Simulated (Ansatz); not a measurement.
# Dielectric response of GaN (110) films, part 3 of 5

How well do thin zincblende GaN (110) films screen a perpendicular field?

Ansatz 0.2.0; plane-wave DFT, PBE, Ansatz PAW (set soft_1); PAW set soft_1 (the session's first sound run).

So far. Step 7 (Relaxing in the field, 10 atoms, field 0.05 V/Å): The dipole is 0.0326 e·Å, and the gap on the mesh 1.498 eV. Step 8 (Field on, atoms free, 10 atoms, field -0.05 V/Å): The dipole is -0.0326 e·Å, and the gap on the mesh 1.498 eV.

### 9. Response with the atoms relaxed, 10 atoms, units 5

This step: plane-wave DFT, PBE, Ansatz PAW (set soft_1); response to a field along the normal, atoms relaxed; PAW set soft_1 (Ansatz 0.2.0).

The two relaxed runs give the static response.

Numbers from this step:

| Quantity | Value |
| --- | --- |
| equivalent conductor thickness p/(ε₀AE) | 8.241 Å |

Local field over the applied field, running mean. From the potentials at -0.05 and 0.05 V/Å; running mean over 1.591 Å, taken twice. Local field over applied field against z:

```
z (Å)  local field over applied field
    4                           1.000
    5                           0.997
    6                           0.976
    7                           0.816
    8                           0.452
    9                           0.192
   10                          0.0337
   11                          0.0677
   12                           0.118
   13                          0.0944
   14                          0.0227
   15                          0.0984
   16                           0.311
   17                           0.672
   18                           0.952
   19                           0.994
   20                           0.999
```

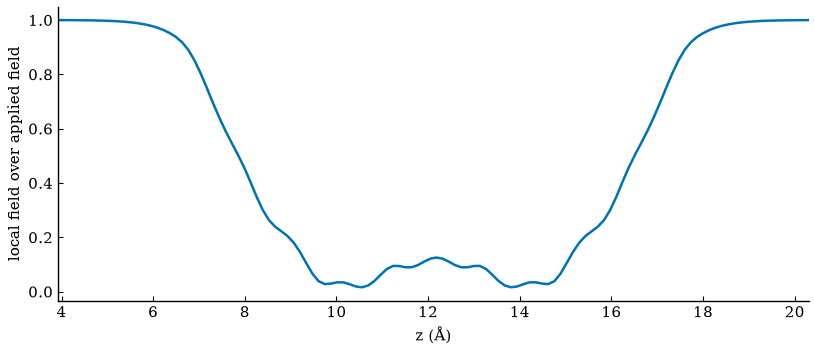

Local field over applied field against z.

The induced dipole is that of a conductor 8.24 Å thick.

### 10. Relaxing the film, 16 atoms, units 8

This step: plane-wave DFT, PBE, Ansatz PAW (set soft_1); PAW set soft_1 (Ansatz 0.2.0).

System of this step: GaN (110), 8 units. The cell holds 16 atoms: 8 Ga and 8 N. Cell: a = 3.182 Å, b = 4.500 Å, c = 29.137 Å, α = 90.0°, β = 90.0°, γ = 90.0°. It derives from GaN (zincblende GaN). Vacuum lies along c.

The next thickness, treated alike, so that differences show the interior and the faces cancel.

File input.yaml:

```yaml
crystal:
  lattice:
    - [3.18198052, 0.0, 0.0]
    - [0.0, 4.5, 0.0]
    - [0.0, 0.0, 29.1369318037]
  atoms:
    - { symbol: Ga, position: [0.5, 0.5, 0.3088863323] }
    - { symbol: "N", position: [0.0, 0.75, 0.3088863323] }
    - { symbol: Ga, position: [0.0, 0.0, 0.3634902374] }
    - { symbol: "N", position: [0.5, 0.25, 0.3634902374] }
    - { symbol: Ga, position: [0.5, 0.5, 0.4180941424] }
    - { symbol: "N", position: [0.0, 0.75, 0.4180941424] }
    - { symbol: Ga, position: [0.0, 0.0, 0.4726980475] }
    - { symbol: "N", position: [0.5, 0.25, 0.4726980475] }
    - { symbol: Ga, position: [0.5, 0.5, 0.5273019525] }
    - { symbol: "N", position: [0.0, 0.75, 0.5273019525] }
    - { symbol: Ga, position: [0.0, 0.0, 0.5819058576] }
    - { symbol: "N", position: [0.5, 0.25, 0.5819058576] }
    - { symbol: Ga, position: [0.5, 0.5, 0.6365097626] }
    - { symbol: "N", position: [0.0, 0.75, 0.6365097626] }
    - { symbol: Ga, position: [0.0, 0.0, 0.6911136677] }
    - { symbol: "N", position: [0.5, 0.25, 0.6911136677] }
kpoints:
  mp_grid: { grid: [8, 6, 1] }
hamiltonian:
  xc: pbe
  pseudopotentials: { kind: paw, azcp: { folder: soft_1 } }
scf:
  occupations: { method: fixed }
  convergence: { dr2_threshold: 1.0e-09 }
efield:
  axis: 3
  dipole_correction: true
  ramp_position: 0.97
  ramp_width: 0.06
relax:
  f_tol: 0.003
  max_steps: 100
output:
  write_potential: true
  write_density: true
  volumetric_format: npy
```

Started as:

```console
$ ansatz run input.yaml --threads 4 --pin off --max-ram 8192MiB --backend cpu --events-out ev --progress --plain --runs-dir out
```

Numbers of over 12 decimals in the logs are rounded to 6 here.

Output:

```text
[...]
Crystal: 16 atoms, lattice volume = 417.209 Å³
Basis set: ecut = 420 eV, 8161 PW (Γ), exchange–correlation on 48×64×400 points (8 copies of the dense FFT grid, shifted against one another)
Bands: 88, of which v1, the nominal top of the filled ones, is band 72 counted from 1 (71 counted from 0)
Symmetry: 2 space group operations
[...]
- { symbol: Ga, position: [0.5, 0.491808, 0.527990] }
    - { symbol: N, position: [0.0, 0.744456, 0.527701] }
    - { symbol: Ga, position: [0.0, -0.00663344, 0.582812] }
    - { symbol: N, position: [0.5, 0.246013, 0.583509] }
    - { symbol: Ga, position: [0.5, 0.494299, 0.640520] }
    - { symbol: N, position: [0.0, 0.742364, 0.639170] }
    - { symbol: Ga, position: [0.0, 0.041272, 0.687502] }
    - { symbol: N, position: [0.5, 0.246421, 0.695940] }
[key lines of the parts left out:]
SCF converged after 6 iterations
Free energy (F): -33340.132632 eV
Fermi energy:    0.991052 eV
Dipole field:    D = -0.000000 V/Å  (p = -0.000000 e·Å, saw-weighted, corrected)
Work function:   Φ+ = 5.7989 eV   Φ− = 5.7989 eV
```

It took 1.9 min on 4 threads of Arm Neoverse V2, shared host; peak memory 1.2 GiB; 7.3 min of CPU time.

Relaxation path:

| step | energy less that of the first step (eV) | largest force component (eV/Å) |
| --- | --- | --- |
| 1 | 0.0000 | 2.3327 |
| 2 | -0.6851 | 1.1463 |
| 3 | -0.8116 | 0.4044 |
| 4 | -0.8357 | 0.0409 |
| 5 | -0.8361 | 0.0060 |
| 6 | -0.8362 | 0.0028 |

Forces are held to the 2 operations that the run works with; a distortion that breaks them can't arise in this run.

The atoms that moved most (Å):

```
atom     dx      dy      dz  length
 Ga1  0.000   0.186   0.105   0.213
Ga15  0.000   0.186  -0.105   0.213
  N2  0.000  -0.016  -0.141   0.142
 N16  0.000  -0.016   0.141   0.142
 Ga3  0.000  -0.026  -0.117   0.120
Ga13  0.000  -0.026   0.117   0.120
 N14  0.000  -0.034   0.078   0.085
  N4  0.000  -0.034  -0.078   0.085
```

Final coordinates:

```xyz
16
Lattice="3.1820 0.0000 0.0000 0.0000 4.5000 0.0000 0.0000 0.0000 29.1369" Properties=species:S:1:pos:R:3
Ga    1.5910    2.4357    9.1052
N     0.0000    3.3589    8.8594
Ga    0.0000   -0.0257   10.4742
N     1.5910    1.0906   10.5135
Ga    1.5910    2.2201   12.1556
N     0.0000    3.3571   12.1353
Ga    0.0000   -0.0369   13.7529
N     1.5910    1.1001   13.7613
Ga    1.5910    2.2131   15.3840
N     0.0000    3.3501   15.3756
Ga    0.0000   -0.0299   16.9814
N     1.5910    1.1071   17.0017
Ga    1.5910    2.2243   18.6628
N     0.0000    3.3406   18.6235
Ga    0.0000    0.1857   20.0317
N     1.5910    1.1089   20.2776
```

The relaxation took 6 steps and lowered the energy by 0.84 eV; the largest force on the free atoms ends at 0.0028 eV/Å.

The gap is 1.54 eV, with the valence edge 5.80 eV and the conduction edge 4.26 eV under the upper vacuum level.

### 11. The relaxed film, single point, 16 atoms, units 8

The next thickness, treated alike, so that differences show the interior and the faces cancel.

File input.yaml:

```yaml
crystal:
  lattice:
    - [3.18198052, 0.0, 0.0]
    - [0.0, 4.5, 0.0]
    - [0.0, 0.0, 29.1369318037]
  atoms:
    - { symbol: Ga, position: [0.5, 0.5412722642, 0.3124982961] }
    - { symbol: "N", position: [0.0, 0.7464208621, 0.3040598689] }
    - { symbol: Ga, position: [0.0, -0.0057007143, 0.3594804362] }
    - { symbol: "N", position: [0.5, 0.2423637435, 0.3608298174] }
    - { symbol: Ga, position: [0.5, 0.4933665638, 0.4171878204] }
    - { symbol: "N", position: [0.0, 0.7460134057, 0.4164913027] }
    - { symbol: Ga, position: [0.0, -0.008191711, 0.4720098268] }
    - { symbol: "N", position: [0.5, 0.2444555912, 0.4722989118] }
    - { symbol: Ga, position: [0.5, 0.4918082867, 0.5279901724] }
    - { symbol: "N", position: [0.0, 0.7444555905, 0.5277010885] }
    - { symbol: Ga, position: [0.0, -0.0066334376, 0.5828121792] }
    - { symbol: "N", position: [0.5, 0.2460134036, 0.5835086982] }
    - { symbol: Ga, position: [0.5, 0.4942992824, 0.6405195625] }
    - { symbol: "N", position: [0.0, 0.7423637426, 0.639170184] }
    - { symbol: Ga, position: [0.0, 0.0412722644, 0.6875017041] }
    - { symbol: "N", position: [0.5, 0.2464208622, 0.6959401308] }
kpoints:
  mp_grid: { grid: [8, 6, 1] }
hamiltonian:
  xc: pbe
  pseudopotentials: { kind: paw, azcp: { folder: soft_1 } }
scf:
  occupations: { method: fixed }
  convergence: { dr2_threshold: 1.0e-09 }
efield:
  axis: 3
  dipole_correction: true
  ramp_position: 0.97
  ramp_width: 0.06
output:
  eigenvalues: true
  write_potential: true
  write_density: true
  volumetric_format: npy
  elf: true
```

Output:

```text
[...]
Crystal: 16 atoms, lattice volume = 417.209 Å³
Basis set: ecut = 420 eV, 8161 PW (Γ)
Bands: 88, of which v1, the nominal top of the filled ones, is band 72 counted from 1 (71 counted from 0)
Symmetry: 2 space group operations
k-points: 20 of 48 (time reversal used)
[...]
k-point 0: bands = [... 68 lower, 0.8154, 0.9195, 0.9622, 0.9911, 2.5269, 3.2084, 4.3611, 4.5115, ... 12 higher]
  k-point 1: bands = [... 68 lower, 0.6575, 0.7206, 0.8006, 0.9883, 3.2682, 3.5349, 4.4152, 4.7113, ... 12 higher]
  k-point 2: bands = [... 68 lower, 0.2406, 0.2441, 0.8026, 0.8311, 4.1732, 4.1989, 4.9276, 5.1383, ... 12 higher]
  k-point 19: bands = [... 68 lower, -0.1452, -0.1452, 0.7093, 0.7093, 4.2573, 4.2573, 6.0638, 6.0638, ... 12 higher]
[key lines of the parts left out:]
SCF converged after 14 iterations
Free energy (F): -33340.132544 eV
Fermi energy:    0.991127 eV
Dipole field:    D = -0.000000 V/Å  (p = -0.000000 e·Å, saw-weighted, corrected)
Work function:   Φ+ = 5.7987 eV   Φ− = 5.7987 eV
```

Wall time 33 s (4 threads); peak memory 1.4 GiB.

The gap is 1.54 eV, with the valence edge 5.80 eV and the conduction edge 4.26 eV under the upper vacuum level.

### 12. Single point, 16 atoms, units 8, field 0.05 V/Å

input.yaml: that of step 11 with these lines changed.

```diff
@@ -29,3 +29,3 @@
   occupations: { method: fixed }
-  convergence: { dr2_threshold: 1.0e-09 }
+  convergence: { dr2_threshold: 1.0e-10 }
 efield:
@@ -35,4 +35,4 @@
   ramp_width: 0.06
+  amplitude: 0.05
 output:
-  eigenvalues: true
   write_potential: true
@@ -40,2 +40 @@
   volumetric_format: npy
-  elf: true
```

Output:

```text
[...]
Crystal: 16 atoms, lattice volume = 417.209 Å³
Basis set: ecut = 420 eV, 8161 PW (Γ)
Bands: 88, of which v1, the nominal top of the filled ones, is band 72 counted from 1 (71 counted from 0)
Symmetry: 2 space group operations
k-points: 20 of 48 (time reversal used)
[...]
k-point 0: bands = [... 68 lower, 0.8131, 0.9237, 0.9460, 1.0077, 2.5253, 3.2092, 4.3605, 4.5109, ... 12 higher]
  k-point 1: bands = [... 68 lower, 0.6534, 0.7274, 0.7965, 0.9928, 3.2631, 3.5390, 4.4148, 4.7107, ... 12 higher]
  k-point 2: bands = [... 68 lower, 0.2215, 0.2742, 0.7788, 0.8549, 4.1361, 4.2355, 4.9264, 5.1381, ... 12 higher]
  k-point 19: bands = [... 68 lower, -0.1595, -0.1293, 0.6710, 0.7475, 4.2142, 4.3001, 6.0589, 6.0677, ... 12 higher]
[key lines of the parts left out:]
SCF converged after 15 iterations
Free energy (F): -33340.133692 eV
Fermi energy:    1.007665 eV
Dipole field:    D = 0.019911 V/Å  (p = 0.045908 e·Å, saw-weighted, corrected)
```

Run time: 35 s. Hardware: 4 threads; peak memory 1.4 GiB.

The dipole is 0.0459 e·Å, and the gap on the mesh 1.518 eV.

### 13. Atoms held, 16 atoms, units 8, field -0.05 V/Å

input.yaml: that of step 12 with these lines changed.

```diff
@@ -35,3 +35,3 @@
   ramp_width: 0.06
-  amplitude: 0.05
+  amplitude: -0.05
 output:
```

Output:

```text
[...]
Crystal: 16 atoms, lattice volume = 417.209 Å³
Basis set: ecut = 420 eV, 8161 PW (Γ)
Bands: 88, of which v1, the nominal top of the filled ones, is band 72 counted from 1 (71 counted from 0)
Symmetry: 2 space group operations
k-points: 20 of 48 (time reversal used)
[...]
k-point 0: bands = [... 68 lower, 0.8131, 0.9237, 0.9460, 1.0077, 2.5253, 3.2092, 4.3605, 4.5109, ... 12 higher]
  k-point 1: bands = [... 68 lower, 0.6534, 0.7274, 0.7965, 0.9928, 3.2631, 3.5390, 4.4148, 4.7107, ... 12 higher]
  k-point 2: bands = [... 68 lower, 0.2215, 0.2742, 0.7788, 0.8549, 4.1361, 4.2355, 4.9264, 5.1381, ... 12 higher]
  k-point 19: bands = [... 68 lower, -0.1595, -0.1293, 0.6710, 0.7475, 4.2142, 4.3001, 6.0589, 6.0677, ... 12 higher]
[key lines of the parts left out:]
SCF converged after 15 iterations
Free energy (F): -33340.133692 eV
Fermi energy:    1.007664 eV
Dipole field:    D = -0.019911 V/Å  (p = -0.045908 e·Å, saw-weighted, corrected)
```

Run time: 34 s. Hardware: 4 threads; peak memory 1.4 GiB; 2.2 min of CPU time.

The dipole is -0.0459 e·Å, and the gap on the mesh 1.518 eV.

### 14. Response with the atoms held, 16 atoms, units 8

This step: plane-wave DFT, PBE, Ansatz PAW (set soft_1); response to a field along the normal, atoms held; PAW set soft_1 (Ansatz 0.2.0).

Local field over the applied field, running mean. From the potentials at -0.05 and 0.05 V/Å; running mean over 1.591 Å, taken twice. Table of local field over applied field by z:

```csv
z (Å),local field over applied field
4,1.000
5,0.997
6,0.973
7,0.842
8,0.514
9,0.198
10,0.122
11,0.149
12,0.153
13,0.152
14,0.158
15,0.158
16,0.152
17,0.152
18,0.151
19,0.124
20,0.173
21,0.461
22,0.808
23,0.965
24,0.996
25,1.000
```

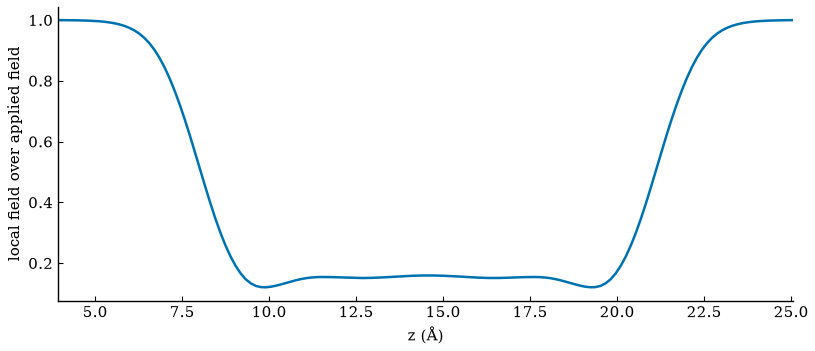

Local field over applied field, plotted against z.

The induced dipole is that of a conductor 11.60 Å thick.

### 15. Relaxing the film, 24 atoms, units 12

This step: plane-wave DFT, PBE, Ansatz PAW (set soft_1); PAW set soft_1 (Ansatz 0.2.0).

System of this step: GaN (110), 12 units. The cell holds 24 atoms: 12 Ga and 12 N. Its edges and angles: a = 3.182 Å, b = 4.500 Å, c = 35.501 Å, α = 90.0°, β = 90.0°, γ = 90.0°. It derives from GaN (zincblende GaN). Vacuum lies along c.

The next thickness, treated alike, so that differences show the interior and the faces cancel.

File input.yaml:

```yaml
crystal:
  lattice:
    - [3.18198052, 0.0, 0.0]
    - [0.0, 4.5, 0.0]
    - [0.0, 0.0, 35.5008928344]
  atoms:
    - { symbol: Ga, position: [0.5, 0.5, 0.2535147508] }
    - { symbol: "N", position: [0.0, 0.75, 0.2535147508] }
    - { symbol: Ga, position: [0.0, 0.0, 0.2983302507] }
    - { symbol: "N", position: [0.5, 0.25, 0.2983302507] }
    - { symbol: Ga, position: [0.5, 0.5, 0.3431457505] }
    - { symbol: "N", position: [0.0, 0.75, 0.3431457505] }
    - { symbol: Ga, position: [0.0, 0.0, 0.3879612504] }
    - { symbol: "N", position: [0.5, 0.25, 0.3879612504] }
    - { symbol: Ga, position: [0.5, 0.5, 0.4327767502] }
    - { symbol: "N", position: [0.0, 0.75, 0.4327767502] }
    - { symbol: Ga, position: [0.0, 0.0, 0.4775922501] }
    - { symbol: "N", position: [0.5, 0.25, 0.4775922501] }
    - { symbol: Ga, position: [0.5, 0.5, 0.5224077499] }
    - { symbol: "N", position: [0.0, 0.75, 0.5224077499] }
    - { symbol: Ga, position: [0.0, 0.0, 0.5672232498] }
    - { symbol: "N", position: [0.5, 0.25, 0.5672232498] }
    - { symbol: Ga, position: [0.5, 0.5, 0.6120387496] }
    - { symbol: "N", position: [0.0, 0.75, 0.6120387496] }
    - { symbol: Ga, position: [0.0, 0.0, 0.6568542495] }
    - { symbol: "N", position: [0.5, 0.25, 0.6568542495] }
    - { symbol: Ga, position: [0.5, 0.5, 0.7016697493] }
    - { symbol: "N", position: [0.0, 0.75, 0.7016697493] }
    - { symbol: Ga, position: [0.0, 0.0, 0.7464852492] }
    - { symbol: "N", position: [0.5, 0.25, 0.7464852492] }
kpoints:
  mp_grid: { grid: [8, 6, 1] }
hamiltonian:
  xc: pbe
  pseudopotentials: { kind: paw, azcp: { folder: soft_1 } }
scf:
  occupations: { method: fixed }
  convergence: { dr2_threshold: 1.0e-09 }
efield:
  axis: 3
  dipole_correction: true
  ramp_position: 0.97
  ramp_width: 0.06
relax:
  f_tol: 0.003
  max_steps: 100
output:
  write_potential: true
  write_density: true
  volumetric_format: npy
```

Output:

```text
[...]
Crystal: 24 atoms, lattice volume = 508.334 Å³
Basis set: ecut = 420 eV, 9939 PW (Γ), exchange–correlation on 48×64×480 points (8 copies of the dense FFT grid, shifted against one another)
Bands: 132, of which v1, the nominal top of the filled ones, is band 108 counted from 1 (107 counted from 0)
Symmetry: 2 space group operations
[...]
- { symbol: Ga, position: [0.5, 0.493832, 0.614077] }
    - { symbol: N, position: [0.0, 0.746560, 0.613884] }
    - { symbol: Ga, position: [0.0, -0.00446354, 0.659126] }
    - { symbol: N, position: [0.5, 0.248202, 0.659673] }
    - { symbol: Ga, position: [0.5, 0.496421, 0.706470] }
    - { symbol: N, position: [0.0, 0.744504, 0.705365] }
    - { symbol: Ga, position: [0.0, 0.043429, 0.745036] }
    - { symbol: N, position: [0.5, 0.248570, 0.751957] }
[key lines of the parts left out:]
SCF converged after 6 iterations
Free energy (F): -50011.757831 eV
Fermi energy:    2.605029 eV
Dipole field:    D = -0.000000 V/Å  (p = -0.000000 e·Å, saw-weighted, corrected)
Work function:   Φ+ = 5.7649 eV   Φ− = 5.7650 eV
```

Wall time 4.2 min (4 threads); peak memory 1.9 GiB; 17 min of CPU time.

Relaxation path:

| step | energy less that of the first step (eV) | largest force component (eV/Å) |
| --- | --- | --- |
| 1 | 0.0000 | 2.3347 |
| 2 | -0.7111 | 1.1454 |
| 3 | -0.8407 | 0.4001 |
| 4 | -0.8637 | 0.0651 |
| 5 | -0.8647 | 0.0090 |
| 6 | -0.8647 | 0.0044 |
| 7 | -0.8647 | 0.0004 |

Forces are held to the 2 operations that the run works with; a distortion that breaks them can't arise in this run.

The atoms that moved most (Å):

```
atom     dx      dy      dz  length
 Ga1  0.000   0.195   0.051   0.202
Ga23  0.000   0.195  -0.051   0.202
  N2  0.000  -0.006  -0.194   0.194
 N24  0.000  -0.006   0.194   0.194
 Ga3  0.000  -0.016  -0.170   0.171
Ga21  0.000  -0.016   0.170   0.171
 N22  0.000  -0.025   0.131   0.133
  N4  0.000  -0.025  -0.131   0.133
```

The relaxed structure:

```xyz
24
Lattice="3.1820 0.0000 0.0000 0.0000 4.5000 0.0000 0.0000 0.0000 35.5009" Properties=species:S:1:pos:R:3
Ga    1.5910    2.4454    9.0515
N     0.0000    3.3686    8.8057
Ga    0.0000   -0.0161   10.4206
N     1.5910    1.1003   10.4598
Ga    1.5910    2.2299   12.1013
N     0.0000    3.3669   12.0819
Ga    0.0000   -0.0278   13.7006
N     1.5910    1.1095   13.7075
Ga    1.5910    2.2256   15.3251
N     0.0000    3.3615   15.3235
Ga    0.0000   -0.0250   16.9410
N     1.5910    1.1111   16.9417
Ga    1.5910    2.2250   18.5599
N     0.0000    3.3611   18.5592
Ga    0.0000   -0.0244   20.1758
N     1.5910    1.1115   20.1774
Ga    1.5910    2.2222   21.8003
N     0.0000    3.3595   21.7934
Ga    0.0000   -0.0201   23.3996
N     1.5910    1.1169   23.4190
Ga    1.5910    2.2339   25.0803
N     0.0000    3.3503   25.0411
Ga    0.0000    0.1954   26.4494
N     1.5910    1.1186   26.6952
```

Running mean over 1.591 Å of the planar mean; the ramp of the sawtooth is left out. Table of electron's electrostatic potential energy less the highest filled level by z:

```
z (Å)  electron's electrostatic potential energy less the highest filled level (eV)
    4                                                                          5.76
    6                                                                          5.75
    8                                                                          2.51
   10                                                                         -1.50
   12                                                                         -1.28
   14                                                                         -1.39
   16                                                                         -1.38
   18                                                                         -1.38
   20                                                                         -1.38
   22                                                                         -1.41
   24                                                                         -1.32
   26                                                                         -1.23
   28                                                                          4.67
   30                                                                          5.76
   32                                                                          5.76
```

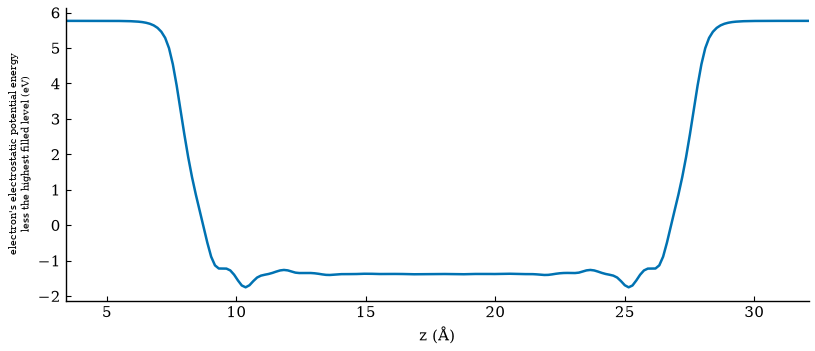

Electron's electrostatic potential energy less the highest filled level, plotted against z.

The relaxation took 7 steps and lowered the energy by 0.86 eV; the largest force on the free atoms ends at 3.9e-4 eV/Å.

The gap is 1.50 eV, with the valence edge 5.76 eV and the conduction edge 4.26 eV under the upper vacuum level.

(Continued in part 4 of 5.)

[Logs are printed without paths, hosts, clocks, repeated set-up lines and the standing remarks that a program may print on its own settings, such as how far it seeks lower states.]

[Hosts, paths, dates, database ids (printed as entryN), source tags and the programs' standing remarks are cut or masked in the printed files.]

[Maps of the electrostatic potential energy from Ansatz leave out the sawtooth potential of an applied field or a dipole correction, so their vacuum need not be flat; planar profiles and work functions include it.]
